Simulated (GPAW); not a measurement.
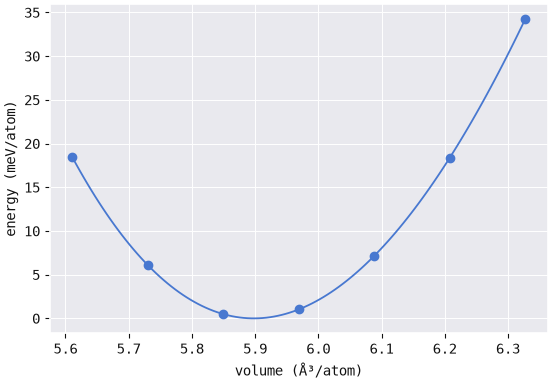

The plot gives the computed energy against volume.

Calculation (GPAW 26.7.0): PAW DFT in plane waves, on a grid or in atomic orbitals, no spin polarisation; energies at scaled volumes of the given cell, shape and fractions fixed, counted from the fit's minimum, third-order Birch-Murnaghan fit. Level: r2SCAN.

> For which of these solids was it computed?
A. TaN, Fm-3m (No. 225)
B. Si, P6/mmm (No. 191)
C. BN, P6_3mc (No. 186)

C, BN: energy from 0.46 meV/atom to 34.24 meV/atom, V0 5.898 Å³/atom, B0 391 GPa. The others give: Si, energy from 0.00 meV/atom to 38.66 meV/atom, V0 14.97 Å³/atom, B0 113 GPa; TaN, energy from 0.33 meV/atom to 57.88 meV/atom, V0 10.65 Å³/atom, B0 343 GPa.

For BN, limits of the calculation: the fit and the printed pressures don't fully agree, or the minimum lies near the end of the range; shape and atomic fractions are frozen while scaling, which makes layered, chain and framework solids too stiff.

For Si, limits of the calculation: the fit and the printed pressures don't fully agree, or the minimum lies near the end of the range; shape and atomic fractions are frozen while scaling, which makes layered, chain and framework solids too stiff.

For TaN, limits of the calculation: the fit and the printed pressures don't fully agree, or the minimum lies near the end of the range.
